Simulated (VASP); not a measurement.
## GW on AlAs

Aim: the quasiparticle gap of AlAs, and what it costs to get it. The cell is of the zinc-blende type, one of the forms listed for this formula. The start is a cell from a database of measured crystal structures.

Method: LDA; plane waves and PAW (As_GW, Al_GW), in the first sound run; inputs show where later runs differ, in VASP 6.6.1.

### 1. Set-up

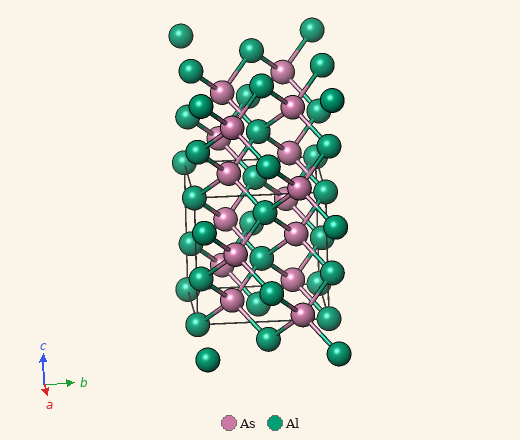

The starting structure, seen slightly off an axis (arsenic pink, aluminium teal). 2×1×2 cells are drawn. This picture shows the conventional cell, with its axes. Bonds to atoms that aren't drawn are left out. Some periodic images of atoms are drawn too.

### 2. Ground state

The orbitals come from a self-consistent LDA run with a tight EDIFF and a narrow smearing. KPOINTS_OPT adds the bands along a path, which shows whether the mesh holds the band edges.

The input, INCAR:

```
SYSTEM = AlAs
PREC = Accurate
ENCUT = 300
EDIFF = 1E-08
NELM = 100
ISMEAR = 0
SIGMA = 0.01
LREAL = .FALSE.
ALGO = Normal
GGA = CA
NBANDS = 10
LORBIT = 11
LWAVE = .TRUE.
LCHARG = .FALSE.
KPAR = 4
```

The input, POSCAR:

```
AlAs
1.0
    0.0000000000      2.8304000000      2.8304000000
    2.8304000000      0.0000000000      2.8304000000
    2.8304000000      2.8304000000      0.0000000000
As Al
1 1
Direct
    0.7500000000      0.7500000000      0.7500000000
    0.0000000000      0.0000000000      0.0000000000
```

The input, KPOINTS:

```
Automatic mesh
0
Gamma
6 6 6
0 0 0
```

The input, KPOINTS_OPT:

```
Line mode
12
Line-mode
Reciprocal
  0.00000000   0.00000000   0.00000000 GAMMA
  0.50000000   0.00000000   0.50000000 X

  0.50000000   0.00000000   0.50000000 X
  0.50000000   0.25000000   0.75000000 W

  0.50000000   0.25000000   0.75000000 W
  0.37500000   0.37500000   0.75000000 K

  0.37500000   0.37500000   0.75000000 K
  0.00000000   0.00000000   0.00000000 GAMMA

  0.00000000   0.00000000   0.00000000 GAMMA
  0.50000000   0.50000000   0.50000000 L

  0.50000000   0.50000000   0.50000000 L
  0.62500000   0.25000000   0.62500000 U

  0.62500000   0.25000000   0.62500000 U
  0.50000000   0.25000000   0.75000000 W

  0.50000000   0.25000000   0.75000000 W
  0.50000000   0.50000000   0.50000000 L

  0.50000000   0.50000000   0.50000000 L
  0.37500000   0.37500000   0.75000000 K

  0.62500000   0.25000000   0.62500000 U
  0.50000000   0.00000000   0.50000000 X
```

PAW data sets: As_GW and Al_GW (LDA family, release 64).

On the command line:

```console
$ mpirun -np 4 vasp_std
```

Output:

```text
[banner, memory and clock lines left out]
running    4 mpi-ranks, on    1 nodes
 distrk:  each k-point on    1 cores,    4 groups
 distr:  one band on    1 cores,    1 groups

 POSCAR found type information on POSCAR AsAl
 POSCAR found :  2 types and       2 ions
 LDA part: xc-table for (Slater(with rela. corr.)+CA(PZ))
 , standard interpolation
 POSCAR, INCAR and KPOINTS ok, starting setup
 FFT: planning ... GRIDC
 FFT: planning ... GRID_SOFT
 FFT: planning ... GRID
 WAVECAR not read
 entering main loop
       N       E                     dE             d eps       ncg     rms          rms(c)
DAV:   1     0.762198493224E+01    0.76220E+01   -0.28915E+03   320   0.482E+02
DAV:   2    -0.101035387531E+02   -0.17726E+02   -0.17259E+02   440   0.761E+01
DAV:   3    -0.108188255463E+02   -0.71529E+00   -0.71438E+00   386   0.164E+01
DAV:   4    -0.108300662732E+02   -0.11241E-01   -0.11240E-01   432   0.206E+00
DAV:   5    -0.108304022046E+02   -0.33593E-03   -0.33593E-03   402   0.292E-01    0.280E+00
DAV:   6    -0.105722189538E+02    0.25818E+00   -0.43202E-01   352   0.256E+00    0.148E+00
DAV:   7    -0.105151055564E+02    0.57113E-01   -0.18884E-01   380   0.180E+00    0.465E-01
DAV:   8    -0.105114269496E+02    0.36786E-02   -0.13478E-02   356   0.572E-01    0.558E-02
DAV:   9    -0.105114030333E+02    0.23916E-04   -0.90573E-04   388   0.155E-01    0.247E-02
DAV:  10    -0.105113981282E+02    0.49051E-05   -0.72315E-05   364   0.410E-02    0.326E-03
DAV:  11    -0.105113995253E+02   -0.13971E-05   -0.11210E-05   412   0.162E-02    0.406E-03
DAV:  12    -0.105113986624E+02    0.86294E-06   -0.26327E-06   372   0.709E-03    0.568E-04
DAV:  13    -0.105113986563E+02    0.60612E-08   -0.20968E-07   398   0.232E-03    0.107E-04
DAV:  14    -0.105113986569E+02   -0.62124E-09   -0.47204E-09   226   0.454E-04
   1 F= -.10511399E+02 E0= -.10511399E+02  d E =-.180609E-28
 Start KPOINTS_OPT (optional k-point list driver)
k-point batch [1-16\120]
       N       E                     dE             ncg
DAV:   1     0.182444682832E+03   -0.19025E+04      320
DAV:   2    -0.112577677412E+03   -0.29502E+03      496
DAV:   3    -0.120319059861E+03   -0.77414E+01      432
DAV:   4    -0.120383778814E+03   -0.64719E-01      422
DAV:   5    -0.120385126253E+03   -0.13474E-02      440
DAV:   6    -0.120385180661E+03   -0.54408E-04      454
DAV:   7    -0.120385181959E+03   -0.12980E-05      442
DAV:   8    -0.120385181962E+03   -0.31139E-08      408
[...]
k-point batch [113-120\120]
       N       E                     dE             ncg
DAV:   1     0.183451297025E+04   -0.16947E+04      160
DAV:   2     0.170638468021E+04   -0.12813E+03      208
DAV:   3     0.170173503131E+04   -0.46496E+01      262
DAV:   4     0.170171985160E+04   -0.15180E-01      204
DAV:   5     0.170171962821E+04   -0.22339E-03      262
DAV:   6     0.170171962786E+04   -0.35448E-06      224
DAV:   7     0.170171962785E+04   -0.22565E-08      254
 writing wavefunctions
```

The job ended after 2.4 s (4 MPI ranks of Intel Xeon 6975P-C (Granite Rapids), shared host; peak memory 0.47 GiB).

The logs omit lines about the potential files and the build; timing stands in the text.

Parts of OUTCAR (step 2):

```text
ion  position               nearest neighbor table
   1  0.750  0.750  0.750-   2 2.45   2 2.45   2 2.45   2 2.45
   2  0.000  0.000  0.000-   1 2.45   1 2.45   1 2.45   1 2.45

  LATTYP: Found a face centered cubic cell.
 ALAT       =     5.6608000000

 Subroutine GETGRP returns: Found 24 space group operations
 (whereof 24 operations were pure point group operations)

The static configuration has the point symmetry T_d .

 Found     16 irreducible k-points:

   k-points           NKPTS =     16   k-points in BZ     NKDIM =     16   number of bands    NBANDS=     10

   dimension x,y,z NGX =    24 NGY =   24 NGZ =   24
   dimension x,y,z NGXF=    48 NGYF=   48 NGZF=   48

   ENCUT  =  300.0 eV  22.05 Ry    4.70 a.u.   5.65  5.65  5.65*2*pi/ulx,y,z

   NELECT =       8.0000    total number of electrons

 k-points in reciprocal lattice and weights: Automatic mesh
   0.00000000  0.00000000  0.00000000       0.005
   0.16666667  0.00000000  0.00000000       0.037
   0.33333333  0.00000000  0.00000000       0.037
   0.50000000  0.00000000  0.00000000       0.019
   0.16666667  0.16666667  0.00000000       0.028
   0.33333333  0.16666667  0.00000000       0.111
   0.50000000  0.16666667  0.00000000       0.111
  -0.33333333  0.16666667  0.00000000       0.111
  -0.16666667  0.16666667  0.00000000       0.056
[...]
-0.33333333  0.33333333  0.16666667       0.111
  -0.33333333  0.50000000  0.16666667       0.056

 average (electrostatic) potential at core
       1 -53.4028       2 -56.1576

 E-fermi :   3.4629

 k-point     1 :       0.0000    0.0000    0.0000
  band No.  band energies     occupation
      1      -8.5100      2.00000
      2       3.3876      2.00000
      3       3.3876      2.00000
      4       3.3876      2.00000
      5       5.2585      0.00000
      6       7.6291      0.00000
      7       7.6291      0.00000
      8       7.6291      0.00000
      9      12.0058      0.00000
    ...

 k-point     2 :       0.1667    0.0000    0.0000
  band No.  band energies     occupation
      1      -8.2423      2.00000
      2       1.2574      2.00000
      3       3.1238      2.00000
      4       3.1238      2.00000
      5       6.0813      0.00000
      6       8.0639      0.00000
      7       8.0639      0.00000
      8       8.4798      0.00000
      9      11.6060      0.00000
    ...

 k-point     3 :       0.3333    0.0000    0.0000
  band No.  band energies     occupation
      1      -7.5650      2.00000
      2      -1.1366      2.00000
      3       2.7231      2.00000
      4       2.7231      2.00000
      5       5.6302      0.00000
      6       8.2023      0.00000
      7       8.2023      0.00000
      8      10.7400      0.00000
      9      12.4001      0.00000
    ...

  Total       -0.2830909     -0.2830909     -0.2830909     -0.0000000      0.0000000      0.0000000
  in kB      -10.0014501    -10.0014501    -10.0014501     -0.0000000      0.0000000      0.0000000
  external PRESSURE =     -10.0014501 kB  Pullay stress =       0.0000000 kB

  energy-cutoff  :      300.00
  volume of cell :       45.35
      direct lattice vectors                 reciprocal lattice vectors
     0.000000000  2.830400000  2.830400000    -0.176653477  0.176653477  0.176653477
     2.830400000  0.000000000  2.830400000     0.176653477 -0.176653477  0.176653477
     2.830400000  2.830400000  0.000000000     0.176653477  0.176653477 -0.176653477

 POSITION                                       TOTAL-FORCE (eV/Angst)
 -----------------------------------------------------------------------------------
      4.24560      4.24560      4.24560         0.000000      0.000000      0.000000
      0.00000      0.00000      0.00000        -0.000000     -0.000000     -0.000000
 -----------------------------------------------------------------------------------
    total drift:                                0.000000      0.000000     -0.000000

  FREE ENERGIE OF THE ION-ELECTRON SYSTEM (eV)
  ---------------------------------------------------
  free  energy   TOTEN  =       -10.5113986569 eV

  energy  without entropy=      -10.5113986569  energy(sigma->0) =      -10.51139866

 total charge
# of ion       s       p       d       tot
------------------------------------------
    1        1.183   1.663   0.024   2.871
    2        0.486   0.467   0.070   1.023
--------------------------------------------------
tot          1.670   2.131   0.094   3.894

[... 3 further parts left out ...]
```

This step gave:

* free energy (TOTEN): -10.51 eV
* Fermi energy: 3.463 eV
* pressure: -1.000 GPa
* least gap on mesh and path: 1.335 eV
* least direct gap on mesh and path: 1.871 eV

The highest empty bands on the path are converged less tightly, to about 0.1 eV. Electronic bands along the path, in eV, zero at the valence-band top; v1 is the highest filled band, c1 the lowest empty one:

| point | v3 | v2 | v1 | c1 | c2 | c3 | c4 |
| --- | --- | --- | --- | --- | --- | --- | --- |
| Γ | 0.00 | 0.00 | 0.00 | 1.87 | 4.24 | 4.24 | 4.24 |
| X | -5.45 | -2.18 | -2.18 | 1.33 | 2.19 | 10.20 | 10.20 |
| W | -5.11 | -3.21 | -2.85 | 4.25 | 5.56 | 5.61 | 5.97 |
| K | -5.19 | -3.44 | -1.81 | 2.14 | 4.89 | 8.10 | 8.20 |
| Γ | 0.00 | 0.00 | 0.00 | 1.87 | 4.24 | 4.24 | 4.24 |
| L | -5.60 | -0.83 | -0.83 | 2.01 | 4.63 | 4.63 | 7.58 |
| U | -5.19 | -3.44 | -1.81 | 2.14 | 4.89 | 8.10 | 8.20 |
| W | -5.11 | -3.21 | -2.85 | 4.25 | 5.56 | 5.61 | 5.97 |
| L | -5.60 | -0.83 | -0.83 | 2.01 | 4.63 | 4.63 | 7.58 |
| K | -5.19 | -3.44 | -1.81 | 2.14 | 4.89 | 8.10 | 8.20 |
| jump to U | -5.19 | -3.44 | -1.81 | 2.14 | 4.89 | 8.10 | 8.20 |
| X | -5.45 | -2.18 | -2.18 | 1.33 | 2.19 | 10.20 | 10.20 |

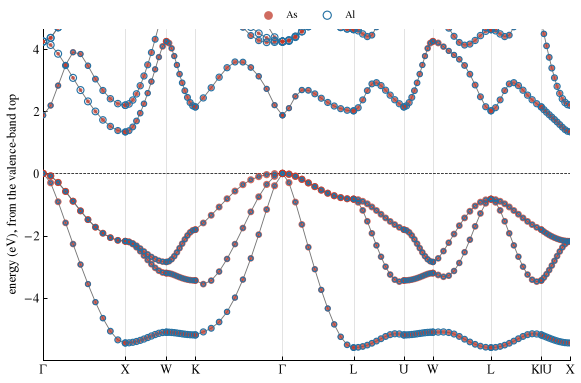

Electronic bands along the path; dots are coloured as in the legend, and their area grows with the weight.

The cell has a gap of 1.33 eV on mesh and path. Spin-orbit coupling is left out, which can shift or reorder these edges.

### 3. Empty bands, functional LDA

ALGO = Exact makes the empty bands from the converged ground state in one step. LOPTICS writes the k-derivatives of the orbitals (WAVEDER), which give the long-wavelength limit of the screening.

The input, INCAR:

```
SYSTEM = AlAs
PREC = Accurate
ENCUT = 300
ISMEAR = 0
SIGMA = 0.01
LREAL = .FALSE.
GGA = CA
NBANDS = 252
ALGO = Exact
NELM = 1
LWAVE = .TRUE.
LCHARG = .FALSE.
LOPTICS = .TRUE.
NEDOS = 1000
CSHIFT = 0.1
```

POSCAR is that of step 2.

KPOINTS is that of step 2.

On the command line:

```console
$ mpirun -np 4 vasp_std
```

Output:

```text
[banner, memory and clock lines left out]
running    4 mpi-ranks, on    1 nodes
 distrk:  each k-point on    4 cores,    1 groups
 distr:  one band on    1 cores,    4 groups

 POSCAR found type information on POSCAR AsAl
 POSCAR found :  2 types and       2 ions
 LDA part: xc-table for (Slater(with rela. corr.)+CA(PZ))
 , standard interpolation
 found WAVECAR, reading the header
  number of bands has changed, file:    10 present:   252
  trying to continue reading WAVECAR, but it might fail
 POSCAR, INCAR and KPOINTS ok, starting setup
 FFT: planning ... GRIDC
 FFT: planning ... GRID_SOFT
 FFT: planning ... GRID
 reading WAVECAR
 random initialization beyond band           10
 the WAVECAR file was read successfully
 initial charge from wavefunction
 entering main loop
       N       E                     dE             d eps       ncg     rms          rms(c)
DIA:   1    -0.105113986572E+02   -0.10511E+02    0.00000E+00     0   0.000E+00
   1 F= -.10511399E+02 E0= -.10511399E+02  d E =-.683523-118
 writing wavefunctions
 optical routines
 imaginary and real dielectric function
 recalculating local potential from charge density
 direction            1
 direction            2
 direction            3
```

It took 2.8 s on 4 MPI ranks; peak memory 0.54 GiB; 9 s of CPU time.

Parts of OUTCAR (step 3):

```text
The static configuration has the point symmetry T_d .

 Found     16 irreducible k-points:

   k-points           NKPTS =     16   k-points in BZ     NKDIM =     16   number of bands    NBANDS=    252

   NELECT =       8.0000    total number of electrons

 E-fermi :   3.5497

 k-point     1 :       0.0000    0.0000    0.0000
  band No.  band energies     occupation
      1      -8.5100      2.00000
      2       3.3876      2.00000
      3       3.3876      2.00000
      4       3.3876      2.00000
      5       5.2585      0.00000
      6       7.6292      0.00000
      7       7.6292      0.00000
      8       7.6292      0.00000
      9      12.0059      0.00000
    ...

 k-point     3 :       0.3333    0.0000    0.0000
  band No.  band energies     occupation
      1      -7.5651      2.00000
      2      -1.1367      2.00000
      3       2.7231      2.00000
      4       2.7231      2.00000
      5       5.6302      0.00000
      6       8.2023      0.00000
      7       8.2023      0.00000
      8      10.7400      0.00000
      9      12.4001      0.00000
    ...

  Total       -0.2829068     -0.2829068     -0.2829068      0.0000000      0.0000000     -0.0000000
  in kB       -9.9949466     -9.9949466     -9.9949466      0.0000000      0.0000000     -0.0000000
  external PRESSURE =      -9.9949466 kB  Pullay stress =       0.0000000 kB

  FREE ENERGIE OF THE ION-ELECTRON SYSTEM (eV)
  ---------------------------------------------------
  free  energy   TOTEN  =       -10.5113986572 eV

  energy  without entropy=      -10.5113986572  energy(sigma->0) =      -10.51139866

 plasma frequency squared (from intraband transitions) (eV^2)
  --------------------------------------------------------------------------------------
       0.000       0.000      -0.000
      -0.000       0.000       0.000
       0.000       0.000       0.000

[... 11 parts as in an earlier step ...]

[... 2 further parts left out ...]
```

WAVECAR now holds 252 bands for 8 electrons. Its independent-particle dielectric tensor has xx, yy, zz = 12.3, 12.3, 12.3 on this mesh, which isn't tested for convergence in mesh or bands and lacks local fields.

(Part 1 of 4 ends here.)

[Lines on the potential files, build, host, timing and source positions are cut from VASP's logs without a mark.]

[Logs are printed without paths, hosts, clocks, repeated set-up lines and the standing remarks that a program may print on its own settings, such as how far it seeks lower states.]

[Hosts, paths, dates, database ids (printed as entryN), source tags and the programs' standing remarks are cut or masked in the printed files.]

[Pressures printed for these runs are not shown converged in the cutoff: they can be off by several GPa and have the wrong sign.]

[In band tables of VASP the shares of atoms and orbitals are scaled to a sum of 1 inside the atoms' spheres.]
